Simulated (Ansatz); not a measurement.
## Run report: C$_{12}$Cl, geometry relaxation (part 1 of 3)

System: C$_{12}$Cl (slab, 13 atoms in the cell).
Method: DFT PBE, scalar-relativistic, plane waves, PAW, PAW set soft_1, no spin polarisation (Ansatz 0.2.0).

The structure derives from a Materials Project entry. The input holds or restrains some coordinates. Forces given for the steps count only the free coordinates. Figures and captions count atoms from 1; the log counts them from 0 in places.

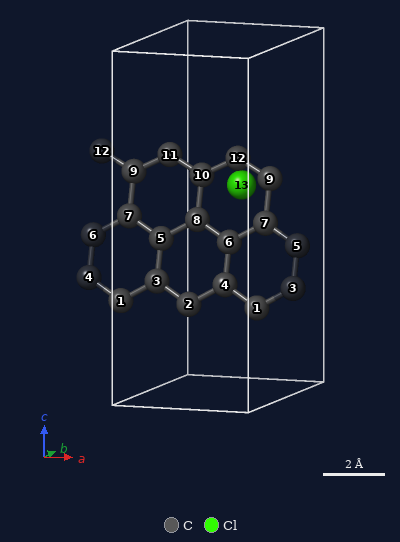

Figure 1. The starting structure (ball-and-stick view of the cell of the calculation, with the vacuum cut short, seen slightly off an axis; neighbours outside the cell are drawn fainter; atoms are numbered from 1 in the order of the input). An atom can appear more than once, as a periodic image.

Input file:
```yaml
crystal:
  lattice:
    - [4.9326910638, 0.0, 0.0]
    - [-1.2331727659, 8.7858796652, 0.0]
    - [0.0, 0.0, 20.2907143276]
  atoms:
    - { symbol: C, position: [0.0197005045, 0.0788020181, 0.1971345087] }
    - { symbol: C, position: [0.5197005045, 0.0788020181, 0.1971345087] }
    - { symbol: C, position: [0.2746256306, 0.0985025226, 0.2311704171] }
    - { symbol: C, position: [0.7746256306, 0.0985025226, 0.2311704171] }
    - { symbol: C, position: [0.2844758829, 0.1379035317, 0.2992422339] }
    - { symbol: C, position: [0.7844758829, 0.1379035317, 0.2992422339] }
    - { symbol: C, position: [0.0392966974, 0.1571967136, 0.3324023517] }
    - { symbol: C, position: [0.5392966974, 0.1571967136, 0.3324023517] }
    - { symbol: C, position: [0.0496769426, 0.1987212268, 0.4035397394] }
    - { symbol: C, position: [0.5496769426, 0.1987212268, 0.4035397394] }
    - { symbol: C, position: [0.3040736089, 0.2163107297, 0.4332382875] }
    - { symbol: C, position: [0.8040736089, 0.2163107297, 0.4332382875] }
    - { symbol: Cl, position: [0.5540736089, 0.7163107297, 0.3612841918] }
basis:
  ecutwfc: 420
kpoints:
  mp_grid: { grid: [6, 3, 1] }
hamiltonian:
  xc: pbe
  pseudopotentials: { kind: paw, azcp: { folder: soft_1 } }
scf:
  occupations: { method: gaussian, width: 0.1 }
output:
  forces: true
  eigenvalues: true
  write_density: true
  write_potential: true
  elf: true
  volumetric_format: npy
relax:
  adjacent_minimum: "off"
  f_tol: 0.025
  max_steps: 16
  constraints:
    - { sites: [0, 1, 2, 3, 4, 5, 6, 7, 8, 9, 10, 11] }
    - { sites: [12], fix: xy }
efield:
  axis: 3
  dipole_correction: true
  ramp_width: 0.04
```

Run on 4 threads of Arm Neoverse V2, 24 GiB of memory available, shared host.

Launch command:
```bash
ansatz run input.yaml --threads 4 --pin off --max-ram 12288MiB --backend cpu --events-out ev --progress --plain --runs-dir out
```

Log:
```
Engine: ansatz 0.2.0, aarch64-unknown-linux-gnu
Pseudopotentials: kind: paw
Pseudopotential: C, paw, valence charge 4, recommended cutoff 420 eV (normal), [file]
Pseudopotential: Cl, paw, valence charge 7, recommended cutoff 420 eV (normal), [file]
Functional definition: PBE
  parameter kappa = 0.804
  parameter beta = 0.06672455060314922
  exchange = pbe_x(kappa = kappa, mu = beta*pi^2/3)
  correlation = pbe_c(beta = beta)
Crystal: 13 atoms, lattice volume = 879.360 Å³
Basis set: ecut = 420 eV, 17169 PW (Γ), exchange–correlation on 72×120×288 points (8 copies of the dense FFT grid, shifted against one another)
Bands: 41, of which v1, the nominal top of the filled ones, is band 28 counted from 1 (27 counted from 0)
Symmetry: 1 space group operations
Space group: P1 (ITA 1), of the structure as read, at distance tolerance 9.6e-5 Å
k-points: 10 of 18 (time reversal used)
Non-local potential: C, projectors of the file, l = 0: 2, l = 1: 2, l = 2: 1
Non-local potential: Cl, projectors of the file, l = 0: 2, l = 1: 2, l = 2: 1
PAW form: soft (Blöchl's): semilocal exchange-correlation on the pseudo side does not see the compensation charge
PAW one-centre angular grid: C, 110 points (default); XC on 64 Gauss nodes
PAW one-centre angular grid: Cl, 110 points (default); XC on 64 Gauss nodes
Initial wavefunctions: pseudopotential atomic-orbital guess
Functional: x = pbe(κ = 0.804, μ = 0.2195149727645171), c = pbe(β = 0.06672455060314922)
SCF iter   1: F=—  HF=-4082.510168 eV  |F-HF|=—  |Δ(HF+E_count)|=         —  Δρ=4.62e-2  dr2=2.63e1  ethr=3.10e-3  p=0.000 e·Å  D=4.79e-9 V/Å  ΔV_dip=-0.00 eV  dr2_dipole=8.31e-1  V_vac-E_F(+/−)=8.57/8.57 eV  ⟨swp⟩=8.5  Hψ=2122  notcnv=0  defer=23
efield: sawtooth ramp at fractional position 0.7952 (placed from the atoms, in the widest stretch of the axis that holds none; the zero of the levels goes with the place), width 0.0400; the density the first Hamiltonian is built on has a dipole p = 0.000 e·Å; the dipole correction subtracts the counter field D = 4.79e-9 V/Å, which shifts the + side's vacuum level by -0.00 eV against the − side's; the planar-averaged density in the ramp window peaks in size at 1.4e-7 e/Å³
preconditioner: auto → LDOS  [metal: Δε(μ)=0.008 eV  Ē_g=12.412 eV  σ=0.100 eV  W_gap=0.05  n_scr=84 (ndim 8)  ℏωp=8.9 eV  f_vac=0.725  D(μ)=33.97/eV (n_scr^D=258)  β→1.0]
SCF iter   2: F=—  HF=-4077.096606 eV  |F-HF|=—  |Δ(HF+E_count)|=    5.41e0  Δρ=1.76e-2  dr2=9.91e0  ethr=3.10e-3  p=-0.094 e·Å  D=-1.94e-2 V/Å  ΔV_dip=0.39 eV  dr2_dipole=1.43e0  V_vac-E_F(+/−)=7.60/7.21 eV  ⟨swp⟩=3.8  Hψ=1067  notcnv=0  defer=62
SCF iter   3: F=—  HF=-4077.403986 eV  |F-HF|=—  |Δ(HF+E_count)|=   3.07e-1  Δρ=2.64e-2  dr2=2.27e1  ethr=3.10e-3  p=-0.090 e·Å  D=-1.86e-2 V/Å  ΔV_dip=0.38 eV  dr2_dipole=4.45e-1  V_vac-E_F(+/−)=7.18/6.80 eV  ⟨swp⟩=3.2  Hψ=796  notcnv=0  defer=62
SCF iter   4: F=—  HF=-4077.342813 eV  |F-HF|=—  |Δ(HF+E_count)|=   6.12e-2  Δρ=2.01e-2  dr2=1.63e1  ethr=3.10e-3  p=-0.161 e·Å  D=-3.30e-2 V/Å  ΔV_dip=0.67 eV  dr2_dipole=3.98e0  V_vac-E_F(+/−)=7.29/6.62 eV  ⟨swp⟩=2.3  Hψ=507  notcnv=0  defer=62
SCF iter   5: F=—  HF=-4076.935151 eV  |F-HF|=—  |Δ(HF+E_count)|=   4.08e-1  Δρ=5.57e-3  dr2=8.46e-1  ethr=3.10e-3  p=-0.075 e·Å  D=-1.55e-2 V/Å  ΔV_dip=0.31 eV  dr2_dipole=1.57e-3  V_vac-E_F(+/−)=7.19/6.88 eV  ⟨swp⟩=1.0  Hψ=490  notcnv=0  defer=69
SCF iter   6: F=—  HF=-4076.939697 eV  |F-HF|=—  |Δ(HF+E_count)|=   4.55e-3  Δρ=3.64e-3  dr2=2.72e-1  ethr=1.54e-3  p=-0.046 e·Å  D=-9.41e-3 V/Å  ΔV_dip=0.19 eV  dr2_dipole=4.29e-3  V_vac-E_F(+/−)=6.88/6.69 eV  ⟨swp⟩=1.0  Hψ=337  notcnv=0  defer=73
SCF iter   7: F=—  HF=-4076.946050 eV  |F-HF|=—  |Δ(HF+E_count)|=   6.35e-3  Δρ=5.36e-3  dr2=5.83e-1  ethr=4.95e-4  p=-0.037 e·Å  D=-7.66e-3 V/Å  ΔV_dip=0.16 eV  dr2_dipole=7.80e-3  V_vac-E_F(+/−)=6.79/6.64 eV  ⟨swp⟩=1.0  Hψ=337  notcnv=0  defer=73
SCF iter   8: F=—  HF=-4076.932779 eV  |F-HF|=—  |Δ(HF+E_count)|=   1.33e-2  Δρ=1.32e-3  dr2=4.44e-2  ethr=4.95e-4  p=-0.033 e·Å  D=-6.72e-3 V/Å  ΔV_dip=0.14 eV  dr2_dipole=1.65e-3  V_vac-E_F(+/−)=6.77/6.63 eV  ⟨swp⟩=1.0  Hψ=337  notcnv=0  defer=73
SCF iter   9: F=—  HF=-4076.932491 eV  |F-HF|=—  |Δ(HF+E_count)|=   2.88e-4  Δρ=7.77e-4  dr2=5.67e-3  ethr=8.07e-5  p=-0.031 e·Å  D=-6.42e-3 V/Å  ΔV_dip=0.13 eV  dr2_dipole=3.63e-4  V_vac-E_F(+/−)=6.75/6.62 eV  ⟨swp⟩=1.8  Hψ=508  notcnv=0  defer=63
SCF iter  10: F=—  HF=-4076.932427 eV  |F-HF|=—  |Δ(HF+E_count)|=   6.40e-5  Δρ=4.05e-4  dr2=5.10e-3  ethr=1.03e-5  p=-0.029 e·Å  D=-5.98e-3 V/Å  ΔV_dip=0.12 eV  dr2_dipole=8.14e-4  V_vac-E_F(+/−)=6.73/6.61 eV  ⟨swp⟩=1.3  Hψ=359  notcnv=0  defer=63
SCF iter  11: F=—  HF=-4076.932519 eV  |F-HF|=—  |Δ(HF+E_count)|=   9.14e-5  Δρ=2.81e-4  dr2=9.37e-4  ethr=9.28e-6  p=-0.026 e·Å  D=-5.36e-3 V/Å  ΔV_dip=0.11 eV  dr2_dipole=1.06e-4  V_vac-E_F(+/−)=6.72/6.61 eV  ⟨swp⟩=1.0  Hψ=345  notcnv=0  defer=63
SCF iter  12: F=—  HF=-4076.932517 eV  |F-HF|=—  |Δ(HF+E_count)|=   1.39e-6  Δρ=1.75e-4  dr2=2.74e-4  ethr=1.70e-6  p=-0.026 e·Å  D=-5.34e-3 V/Å  ΔV_dip=0.11 eV  dr2_dipole=4.73e-6  V_vac-E_F(+/−)=6.72/6.61 eV  ⟨swp⟩=1.0  Hψ=345  notcnv=0  defer=63
SCF iter  13: F=—  HF=-4076.932506 eV  |F-HF|=—  |Δ(HF+E_count)|=   1.13e-5  Δρ=5.21e-5  dr2=5.34e-5  ethr=4.98e-7  p=-0.026 e·Å  D=-5.27e-3 V/Å  ΔV_dip=0.11 eV  dr2_dipole=1.02e-6  V_vac-E_F(+/−)=6.72/6.61 eV  ⟨swp⟩=1.0  Hψ=348  notcnv=0  defer=63
SCF iter  14: F=-4076.932511 eV  HF=-4076.932509 eV  |F-HF|=1.78e-6  |Δ(HF+E_count)|=   3.56e-6  Δρ=2.52e-5  dr2=6.66e-6  ethr=2.84e-8  p=-0.025 e·Å  D=-5.20e-3 V/Å  ΔV_dip=0.11 eV  dr2_dipole=5.63e-7  V_vac-E_F(+/−)=6.72/6.62 eV  ⟨swp⟩=31.5  Hψ=5153  notcnv=0
SCF 1 converged in 14 iterations: F = -4076.932511 eV  dr2 = 6.66e-6
  greatest PAW one-centre occupation: 0.909 electrons in one spin orbital (limit 2), on the Cl atom at site 12 (counted from 0), in its partial waves of l = 0
relax step   1: F+E_penalty+E_count = -4076.93251116 eV  Δ(F+E_penalty+E_count) = +0.000e0 eV  max|allowed force component| = 2.981e-2 eV/Å  Δτ_max = 0.0000 Å  (14 SCF iters, dr2 threshold 1.56e-5 eV, accepted)
Initial density: handed on by an earlier stage of this run
Initial wavefunctions: those handed on with the density
iter 1 solved again at ethr=5.07e-6 eV; its pass at ethr=3.10e-3 eV (dr2=2.79e-3 eV) is discarded
SCF iter   1: F=—  HF=-4076.934030 eV  |F-HF|=—  |Δ(HF+E_count)|=         —  Δρ=2.76e-4  dr2=2.66e-3  ethr=5.07e-6  p=-0.025 e·Å  D=-5.20e-3 V/Å  ΔV_dip=0.11 eV  dr2_dipole=8.94e-7  V_vac-E_F(+/−)=6.72/6.62 eV  ⟨swp⟩=2.0  Hψ=1105  notcnv=0  defer=61
efield: sawtooth ramp at fractional position 0.7952 (handed on by an earlier solve), width 0.0400; the density the first Hamiltonian is built on has a dipole p = -0.025 e·Å; the dipole correction subtracts the counter field D = -5.20e-3 V/Å, which shifts the + side's vacuum level by +0.11 eV against the − side's; the planar-averaged density in the ramp window peaks in size at 3.2e-7 e/Å³
preconditioner: auto → LDOS  [metal: Δε(μ)=0.075 eV  Ē_g=11.967 eV  σ=0.100 eV  W_gap=0.36  n_scr=84 (ndim 8)  ℏωp=9.2 eV  f_vac=0.742  D(μ)=25.63/eV (n_scr^D=178)  β→1.0]
SCF iter   2: F=—  HF=-4076.933760 eV  |F-HF|=—  |Δ(HF+E_count)|=   2.70e-4  Δρ=1.56e-4  dr2=2.06e-4  ethr=4.83e-6  p=-0.023 e·Å  D=-4.71e-3 V/Å  ΔV_dip=0.10 eV  dr2_dipole=5.94e-7  V_vac-E_F(+/−)=6.71/6.62 eV  ⟨swp⟩=2.0  Hψ=389  notcnv=0  defer=61
SCF iter   3: F=—  HF=-4076.933891 eV  |F-HF|=—  |Δ(HF+E_count)|=   1.32e-4  Δρ=3.39e-4  dr2=6.89e-4  ethr=3.74e-7  p=-0.022 e·Å  D=-4.46e-3 V/Å  ΔV_dip=0.09 eV  dr2_dipole=3.80e-7  V_vac-E_F(+/−)=6.71/6.62 eV  ⟨swp⟩=2.6  Hψ=564  notcnv=0  defer=61
SCF iter   4: F=—  HF=-4076.933832 eV  |F-HF|=—  |Δ(HF+E_count)|=   5.93e-5  Δρ=2.18e-4  dr2=2.90e-4  ethr=3.74e-7  p=-0.021 e·Å  D=-4.36e-3 V/Å  ΔV_dip=0.09 eV  dr2_dipole=7.72e-8  V_vac-E_F(+/−)=6.71/6.62 eV  ⟨swp⟩=2.0  Hψ=556  notcnv=0  defer=61
SCF iter   5: F=—  HF=-4076.933800 eV  |F-HF|=—  |Δ(HF+E_count)|=   3.18e-5  Δρ=5.93e-5  dr2=2.82e-5  ethr=3.74e-7  p=-0.021 e·Å  D=-4.28e-3 V/Å  ΔV_dip=0.09 eV  dr2_dipole=1.30e-7  V_vac-E_F(+/−)=6.71/6.62 eV  ⟨swp⟩=1.7  Hψ=352  notcnv=0  defer=61
SCF iter   6: F=—  HF=-4076.933874 eV  |F-HF|=—  |Δ(HF+E_count)|=   7.43e-5  Δρ=9.13e-5  dr2=5.18e-5  ethr=5.12e-8  p=-0.020 e·Å  D=-4.17e-3 V/Å  ΔV_dip=0.08 eV  dr2_dipole=4.87e-7  V_vac-E_F(+/−)=6.71/6.62 eV  ⟨swp⟩=2.0  Hψ=559  notcnv=0  defer=61
SCF iter   7: F=—  HF=-4076.933871 eV  |F-HF|=—  |Δ(HF+E_count)|=   3.62e-6  Δρ=1.97e-5  dr2=4.19e-6  ethr=5.12e-8  p=-0.020 e·Å  D=-4.09e-3 V/Å  ΔV_dip=0.08 eV  dr2_dipole=3.56e-7  V_vac-E_F(+/−)=6.71/6.62 eV  ⟨swp⟩=1.0  Hψ=345  notcnv=0  defer=61
SCF iter   8: F=—  HF=-4076.933872 eV  |F-HF|=—  |Δ(HF+E_count)|=   7.08e-7  Δρ=2.12e-5  dr2=3.10e-6  ethr=7.61e-9  p=-0.020 e·Å  D=-4.06e-3 V/Å  ΔV_dip=0.08 eV  dr2_dipole=1.12e-7  V_vac-E_F(+/−)=6.71/6.62 eV  ⟨swp⟩=2.0  Hψ=355  notcnv=0  defer=61
SCF iter   9: F=—  HF=-4076.933870 eV  |F-HF|=—  |Δ(HF+E_count)|=   1.33e-6  Δρ=4.16e-6  dr2=2.62e-7  ethr=5.64e-9  p=-0.020 e·Å  D=-4.03e-3 V/Å  ΔV_dip=0.08 eV  dr2_dipole=1.55e-8  V_vac-E_F(+/−)=6.71/6.62 eV  ⟨swp⟩=1.0  Hψ=345  notcnv=0  defer=61
SCF iter  10: F=—  HF=-4076.933871 eV  |F-HF|=—  |Δ(HF+E_count)|=   4.55e-7  Δρ=2.97e-6  dr2=1.45e-7  ethr=1.82e-10  p=-0.020 e·Å  D=-4.02e-3 V/Å  ΔV_dip=0.08 eV  dr2_dipole=6.58e-9  V_vac-E_F(+/−)=6.71/6.62 eV  ⟨swp⟩=19.3  Hψ=3245  notcnv=0
SCF iter  11: F=—  HF=-4076.933872 eV  |F-HF|=—  |Δ(HF+E_count)|=   1.08e-6  Δρ=4.66e-6  dr2=1.39e-7  ethr=1.82e-10  p=-0.020 e·Å  D=-4.03e-3 V/Å  ΔV_dip=0.08 eV  dr2_dipole=2.12e-9  V_vac-E_F(+/−)=6.71/6.62 eV  ⟨swp⟩=16.8  Hψ=2855  notcnv=0
SCF iter  12: F=-4076.933872 eV  HF=-4076.933872 eV  |F-HF|=1.01e-7  |Δ(HF+E_count)|=   1.68e-7  Δρ=1.12e-6  dr2=1.64e-8  ethr=1.82e-10  p=-0.020 e·Å  D=-4.03e-3 V/Å  ΔV_dip=0.08 eV  dr2_dipole=2.63e-10  V_vac-E_F(+/−)=6.71/6.62 eV  ⟨swp⟩=13.1  Hψ=2806  notcnv=0
SCF 2 converged in 12 iterations: F = -4076.933872 eV  dr2 = 1.64e-8
[... from here on the iterations of each SCF are left out, up to the last one ...]
relax step   2: F+E_penalty+E_count = -4076.93387205 eV  Δ(F+E_penalty+E_count) = -1.361e-3 eV  max|allowed force component| = 2.767e-2 eV/Å  Δτ_max = 0.0472 Å  (12 SCF iters, accepted)
efield: sawtooth ramp at fractional position 0.7952 (handed on by an earlier solve), width 0.0400; the density the first Hamiltonian is built on has a dipole p = -0.020 e·Å; the dipole correction subtracts the counter field D = -4.03e-3 V/Å, which shifts the + side's vacuum level by +0.08 eV against the − side's; the planar-averaged density in the ramp window peaks in size at 3.6e-7 e/Å³
preconditioner: auto → LDOS  [metal: Δε(μ)=0.001 eV  Ē_g=11.956 eV  σ=0.100 eV  W_gap=0.01  n_scr=84 (ndim 8)  ℏωp=9.2 eV  f_vac=0.742  D(μ)=23.78/eV (n_scr^D=162)  β→1.0]
SCF 3 converged in 15 iterations: F = -4076.938421 eV  dr2 = 4.29e-8
```
